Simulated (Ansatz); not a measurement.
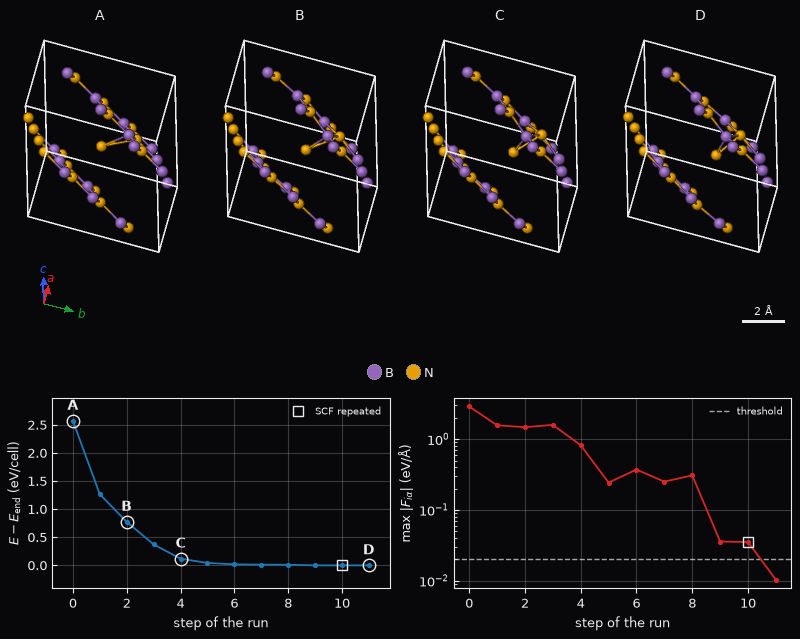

Frames of a relaxation of a defect cell of composition B$_{16}$N$_{17}$, marked on the history of the run. The picture is a ball-and-stick view of the cell of the calculation (origin shifted), seen from a free direction.

Case: N interstitial, charge +0, atoms relaxed.

All numbers below come from DFT PBE+D3(BJ), scalar-relativistic, plane waves, PAW (Ansatz).

The input:
```yaml
crystal:
  lattice:
    - [-5.0122276274, 2.8938109699, 3.2948837584]
    - [0.0, -5.7876219398, 3.2948837584]
    - [5.0122276274, 2.8938109699, 3.2948837584]
  atoms:
    - { symbol: B, position: [0.2496975441, 0.7496975441, 0.9996975441] }
    - { symbol: B, position: [0.4996975441, 0.4996975441, 0.9996975441] }
    - { symbol: B, position: [0.7496975441, 0.2496975441, 0.9996975441] }
    - { symbol: B, position: [0.9996975441, 0.7496975441, 0.2496975441] }
    - { symbol: B, position: [0.9996975441, 0.9996975441, 0.9996975441] }
    - { symbol: B, position: [0.2496975441, 0.4996975441, 0.2496975441] }
    - { symbol: B, position: [0.4996975441, 0.2496975441, 0.2496975441] }
    - { symbol: B, position: [0.7496975441, 0.7496975441, 0.4996975441] }
    - { symbol: B, position: [0.7496975441, 0.9996975441, 0.2496975441] }
    - { symbol: B, position: [0.9996975441, 0.4996975441, 0.4996975441] }
    - { symbol: B, position: [0.2496975441, 0.2496975441, 0.4996975441] }
    - { symbol: B, position: [0.4996975441, 0.7496975441, 0.7496975441] }
    - { symbol: B, position: [0.4996975441, 0.9996975441, 0.4996975441] }
    - { symbol: B, position: [0.7496975441, 0.4996975441, 0.7496975441] }
    - { symbol: B, position: [0.9996975441, 0.2496975441, 0.7496975441] }
    - { symbol: B, position: [0.2496975441, 0.9996975441, 0.7496975441] }
    - { symbol: "N", position: [0.5827354559, 0.0827354559, 0.3327354559] }
    - { symbol: "N", position: [0.8327354559, 0.8327354559, 0.3327354559] }
    - { symbol: "N", position: [0.0827354559, 0.5827354559, 0.3327354559] }
    - { symbol: "N", position: [0.3327354559, 0.0827354559, 0.5827354559] }
    - { symbol: "N", position: [0.3327354559, 0.3327354559, 0.3327354559] }
    - { symbol: "N", position: [0.5827354559, 0.8327354559, 0.5827354559] }
    - { symbol: "N", position: [0.8327354559, 0.5827354559, 0.5827354559] }
    - { symbol: "N", position: [0.0827354559, 0.0827354559, 0.8327354559] }
    - { symbol: "N", position: [0.0827354559, 0.3327354559, 0.5827354559] }
    - { symbol: "N", position: [0.3327354559, 0.8327354559, 0.8327354559] }
    - { symbol: "N", position: [0.5827354559, 0.5827354559, 0.8327354559] }
    - { symbol: "N", position: [0.8327354559, 0.0827354559, 0.0827354559] }
    - { symbol: "N", position: [0.8327354559, 0.3327354559, 0.8327354559] }
    - { symbol: "N", position: [0.0827354559, 0.8327354559, 0.0827354559] }
    - { symbol: "N", position: [0.3327354559, 0.5827354559, 0.0827354559] }
    - { symbol: "N", position: [0.5827354559, 0.3327354559, 0.0827354559] }
    - { symbol: "N", position: [0.5251467583, 0.5713136442, 0.4719982855], spin: 1.0 }
basis:
  ecutwfc: 420
  xc_grid: 2
kpoints:
  mp_grid: { grid: [2, 2, 2], shift: [0.5, 0.5, 0.5] }
hamiltonian:
  xc: pbe
  dispersion: d3bj
scf:
  occupations: { method: gaussian, width: 0.02 }
output:
  forces: true
  stress: false
  eigenvalues: true
  populations: true
magnetization:
  spin_polarized: true
relax:
  adjacent_minimum: "off"
  f_tol: 0.02
  max_steps: 60
```

Run as
```bash
ansatz run input.yaml --threads 4 --pin off --max-ram 8192MiB --backend cpu --events-out ev --progress --plain --runs-dir out
```

> Describe the path.

N33 moves most: 0.84 Å roughly along [−1 3 −1]. Largest moves by element: N 0.84 Å, B 0.18 Å. The cell stays as it was. Near-neighbour distances that change, for instance: N21–N33 1.944 → 2.631 Å, B8–N33 1.754 → 1.513 Å, N22–N33 1.769 → 1.544 Å, B8–N22 1.447 → 1.566 Å. Among the angles between lasting bonds that change: N23–B8–N33 80.0° → 115.9°, B13–N22–N33 125.6° → 93.4°, B12–N22–N33 80.9° → 93.3°. After 10 accepted moves (11 points after the start) the energy has fallen by 2.572 eV per cell of the calculation. Largest force component: 2.9 eV/Å at the start, 0.01 eV/Å at the end. 1 step only repeated the SCF at the same geometry. From step 0 to 2: N33 moves most (0.32 Å), energy −1.798 eV per cell of the calculation. From step 2 to 4: N33 moves most (0.38 Å), energy −0.656 eV per cell of the calculation. From step 4 to 11: N33 moves most (0.20 Å), energy −0.118 eV per cell of the calculation.

| step | E − E(0), meV/atom | largest force component, eV/Å | note |
| --- | --- | --- | --- |
| 0 | 0.00 | 2.9112 |  |
| 1 | -39.57 | 1.5772 |  |
| 2 | -54.49 | 1.4789 |  |
| 3 | -66.65 | 1.5963 |  |
| 4 | -74.36 | 0.8238 |  |
| 5 | -76.65 | 0.2443 |  |
| 6 | -77.40 | 0.3728 |  |
| 7 | -77.56 | 0.2518 |  |
| 8 | -77.63 | 0.3085 |  |
| 9 | -77.94 | 0.0359 |  |
| 10 | -77.94 | 0.0353 | same geometry, SCF repeated |
| 11 | -77.94 | 0.0103 |  |

Limits of the set-up: the periodic images lie only 6.7 Å apart, so the values are limited by the cell's size.
